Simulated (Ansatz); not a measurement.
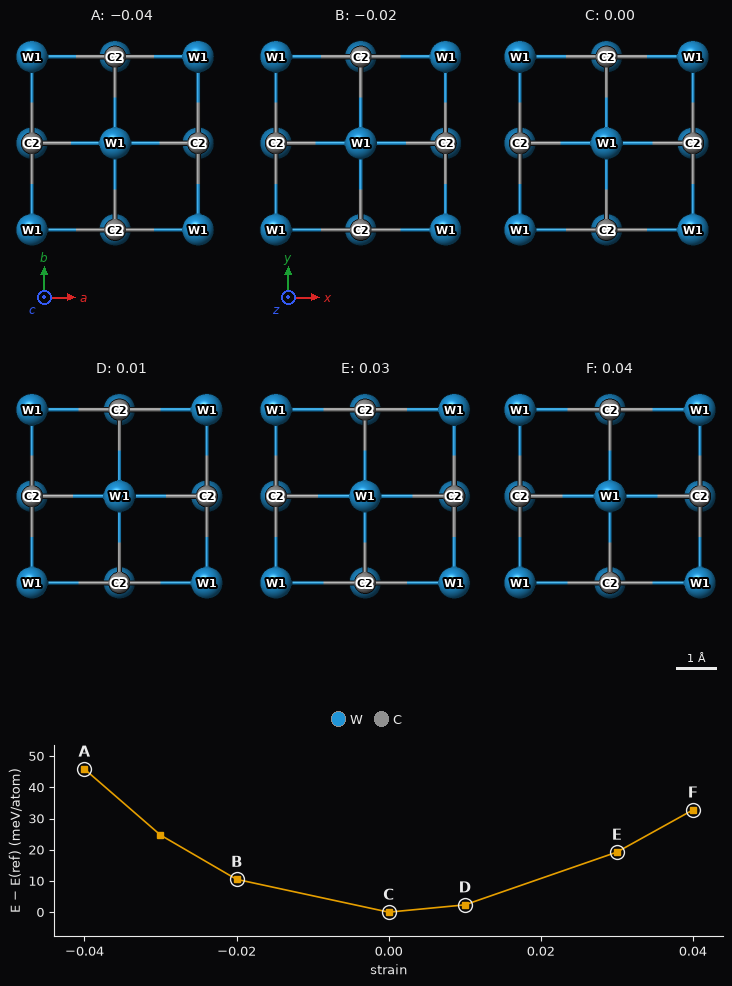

A scan of solid WC (Fm-3m): the cell is strained along x alone, with the atoms kept at their fractional coordinates. x, y and z are the Cartesian axes of the input. The lettered frames are marked on the plot. Style: ball-and-stick. Shown: the conventional cell (4 times the calculation's cell), along the c axis. Lengths and directions refer to the drawn axes.

These are results of Ansatz, DFT PBE, scalar-relativistic, plane waves, PAW, not measurements. (plane-wave cutoff 420 eV; k-point mesh 24 × 24 × 24; occupations gaussian; smearing width 0.15 eV; no spin polarisation). Energies (free energies at the smearing named) are counted from the relaxed crystal.

**Describe the profile.**

The lowest computed point lies at the strain 0.00 (0.0 meV/atom). At the ends of the scan the energy is 45.8 meV/atom (−0.04) and 32.7 meV/atom (0.04). The curvature at zero strain, (1/V) d²E/dε², is about 740 GPa; it is C₁₁ with clamped ions. The distortion takes the space group from Fm-3m to I4/mmm. At the strain −0.04 the cell of the drawing goes a 4.380 → 4.205 Å.

The computed points:

| strain | E − E(ref) (meV/atom) |
| --- | --- |
| −0.040 | 45.8 |
| −0.030 | 24.7 |
| −0.020 | 10.5 |
| 0.000 | 0.0 |
| 0.010 | 2.3 |
| 0.030 | 19.2 |
| 0.040 | 32.7 |
